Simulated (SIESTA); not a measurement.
# Ir: 7 runs along one coordinate

System: Ir (1 atom in the cell).
Method: Kohn-Sham DFT of a periodic cell, PBE, PseudoDojo 0.4 standard, converted to PSML, no spin polarisation (SIESTA 5.4.2).

The 7 runs differ only in the geometry, by an even scaling of the cell at fixed fractional positions. The structure derives from an entry of the Crystallography Open Database.

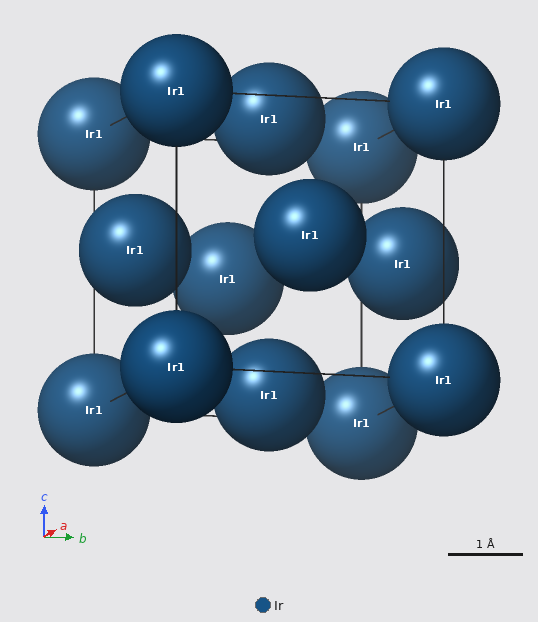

Figure 1. The structure of run 4 (spheres-only view of the cell 4 times as large as that of the calculation, set on its symmetry axes, seen at an oblique angle; atoms are numbered from 1 in the order of the input). An atom can appear more than once, as a periodic image.

### Input of run 4
```
SystemName                      Iridium
SystemLabel                     Ir
NumberOfSpecies                 1
NumberOfAtoms                   1
%block ChemicalSpeciesLabel
  1  77 Ir
%endblock ChemicalSpeciesLabel

LatticeConstant                 1.0 Ang
%block LatticeVectors
     0.0000000000     1.9156000000     1.9156000000
     1.9156000000     0.0000000000     1.9156000000
     1.9156000000     1.9156000000     0.0000000000
%endblock LatticeVectors
AtomicCoordinatesFormat         Ang
%block AtomicCoordinatesAndAtomicSpecies
     0.0000000000     0.0000000000     0.0000000000  1
%endblock AtomicCoordinatesAndAtomicSpecies

%block kgrid.MonkhorstPack
   12   0   0  0.0
    0  12   0  0.0
    0   0  12  0.0
%endblock kgrid.MonkhorstPack
XC.Functional                   GGA
XC.Authors                      PBE
PAO.BasisSize                   DZP
PAO.EnergyShift                 0.003 Ry
Mesh.Cutoff                     800 Ry
OccupationFunction              FD
ElectronicTemperature           0.05 eV
MaxSCFIterations                120
SCF.MustConverge                false
SCF.Mixer.Method                Pulay
SCF.Mixer.Weight                0.25
SCF.Mixer.History               8
SCF.DM.Tolerance                5.0e-05
SCF.H.Tolerance                 1.0e-03 eV
WriteForces                     true
Charge.Mulliken                 end
%block PAO.Basis
  Ir 5
  n=5 0 2
    2.793 0.000
  n=6 0 2
    6.789 0.000
  n=5 1 2
    3.326 0.000
  n=6 1 1
    6.789
  n=5 2 2
    5.613 0.000
%endblock PAO.Basis
```

Command:
```bash
siesta Ir.fdf > Ir.out 2>&1
```

Lattice vectors (Å) and fractional positions of run 4:
```
   0.000000    1.915600    1.915600
   1.915600    0.000000    1.915600
   1.915600    1.915600    0.000000
Ir  0.000000  0.000000  0.000000
```

Run 6 differs from it as follows:
```diff
-     0.0000000000     1.9156000000     1.9156000000
-     1.9156000000     0.0000000000     1.9156000000
-     1.9156000000     1.9156000000     0.0000000000
+     0.0000000000     1.9408081540     1.9408081540
+     1.9408081540     0.0000000000     1.9408081540
+     1.9408081540     1.9408081540     0.0000000000
```

### Results, with one run withheld

```csv
run,volume per atom (Å³),"free energy per atom, from the lowest run given (meV)",pressure (GPa)
1,13.215,169.95,45.21
2,13.496,100.77,33.82
3,13.778,51.01,23.20
4,14.059,18.16,14.28
5,14.340,0.00,6.68
6,14.621,?,?
7,14.902,1.86,−6.86
```

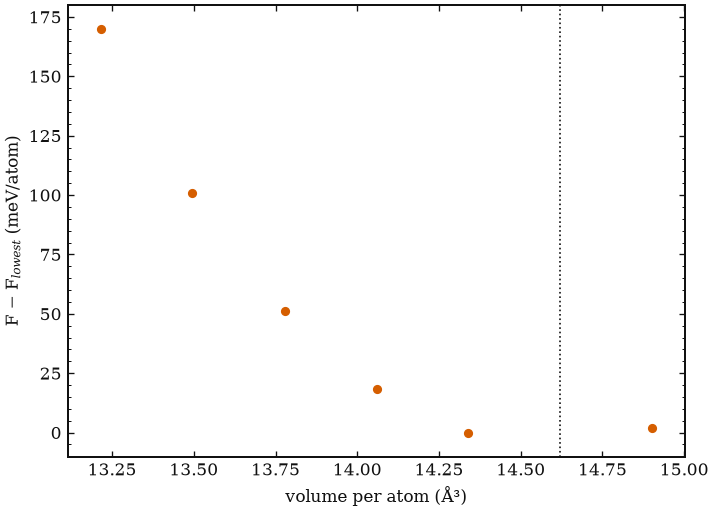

Figure 2. Free energy per atom of the runs given; the dotted line marks run 6.

Fit the runs given and predict run 6.

A cubic polynomial in V^(−2/3) (the Birch–Murnaghan form), fitted to the 6 runs given, misses them by at most 0.12 meV per atom. With x = V^(−2/3) − 0.17259 Å⁻², it reads F = 29.297 + 13452 x + 1.3567e+06 x² + 6.216e+06 x³ (meV per atom). At run 6 it gives −4.79 meV per atom, and the run itself gives −5.23. The slope of the fit gives a pressure −dF/dV of −0.64 GPa there, and the run prints −0.77 GPa. The two needn't agree exactly: the fit is approximate, and the printed stress is taken on a finite basis. The fit has its minimum at 14.594 Å³ per atom, where V d²F/dV² gives 345 GPa: the bulk modulus at this level, since symmetry fixes the shape and the positions.

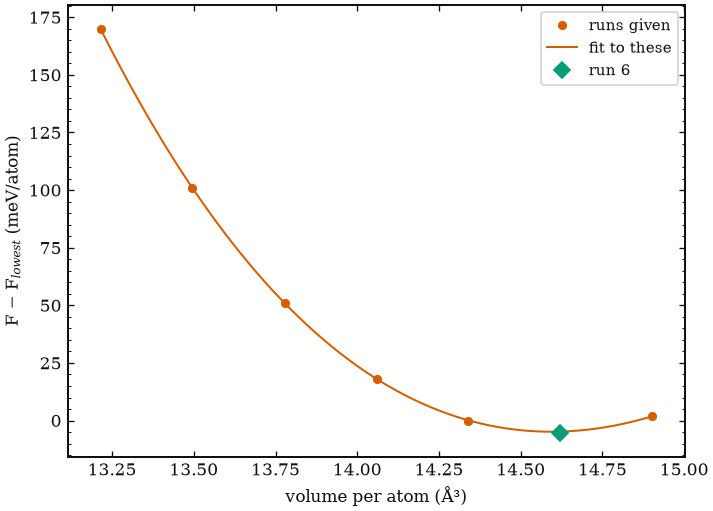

Figure 3. The fit and the withheld run.

### Some lines of the output (run 6)
```
[...]
outcell: Cell volume (Ang**3)        :     14.6210
stepf: Fermi-Dirac step function
siesta: Etot    =     -3132.183504
siesta: FreeEng =     -3132.187880
        iscf     Eharris(eV)        E_KS(eV)     FreeEng(eV)     dDmax    Ef(eV) dHmax(eV)
siesta: E_KS(eV) =            -3133.1345
siesta: E_KS - E_eggbox =     -3133.1345
siesta: Etot    =     -3133.134463
siesta: FreeEng =     -3133.139503
siesta:         Fermi =      -2.648099
siesta: Cell volume =         14.621025 Ang**3
    Orbital volume contribution        =           0.785450 eV
```

Notes: Points of doubt noted for this run: mulliken charges of long orbitals; valence orbitals made in semicore potential. Spin–orbit coupling is left out, which matters for Ir. With a small basis of atomic orbitals these values can differ much from converged plane-wave results.
